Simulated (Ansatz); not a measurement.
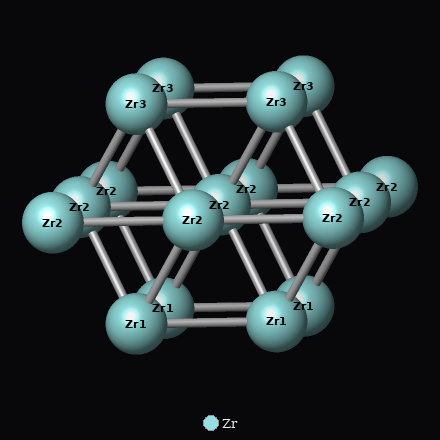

The system is H on a Zr(110) slab cut from the Im-3m phase, its upper half relaxed before the scan (3 atoms of substrate and one adsorbate in a 1 × 1 cell); the picture shows it without the atoms that are moved over the map. H is moved along a line over the surface and along the normal, above a rigid substrate. First axis: position of H4 along the diagonal of the surface cell, from above Zr3. Second axis: height of H4 above the plane of Zr3. Grid: 6 × 8 points; 25 points were computed and 12 follow by symmetry. At 11 points there is no value (left out of the scan, as a rule where atoms come close). Points are written as (first, second). Energies are in eV, from the lowest grid point. The runs have no spin polarisation, so an open-shell adsorbate far from the surface lies too high. Method: Ansatz 0.2.0, DFT PBE, scalar-relativistic, plane waves, PAW. Settings: cutoff 420 eV, k-mesh 9×9×1, gaussian smearing 0.1 eV, no spin polarisation.

Range: position of H4 along the diagonal of the surface cell from 0.00 to 2.98 Å; height of H4 above the plane of Zr3 from 0.59 to 3.81 Å.

Predict the map.

The lowest grid point is at (1.79 Å, 1.00 Å) [nearest 2 Zr at 2.05 Å]. The highest grid point, (0.00 Å, 3.81 Å) [nearest 1 Zr at 3.81 Å], lies 3.36 eV above the lowest.

```tsv
second ↓, first →	0.00	0.60	1.19	1.79	2.38	2.98
3.81	3.36	3.36	3.35	3.35	3.35	3.36
3.11	2.87	2.85	2.83	2.82	2.83	2.85
2.61	2.25	2.20	2.15	2.14	2.15	2.20
2.21	1.64	1.55	1.46	1.45	1.46	1.55
1.81	1.35	1.08	0.80	0.74	0.80	1.08
1.40	–	1.94	0.56	0.18	0.56	1.94
1.00	–	–	–	0.00	–	–
0.59	–	–	–	0.22	–	–
```

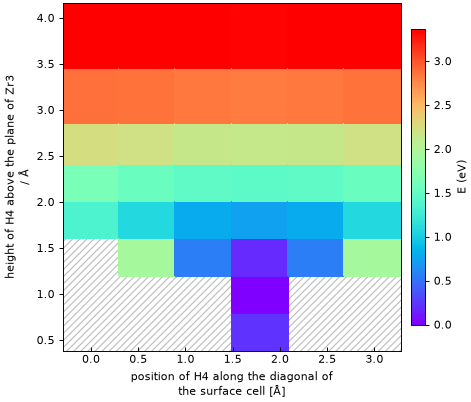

Drawn: one coloured cell a grid point, hatched blanks where no value was computed.

Each point was launched as `ansatz run input.yaml --threads 1 --pin off --max-ram 3072MiB --backend cpu --events-out ev --progress --plain --runs-dir out`. The whole map (25 points run) took 3.1 min on 1 thread of Arm Neoverse V2, with other jobs on the host.
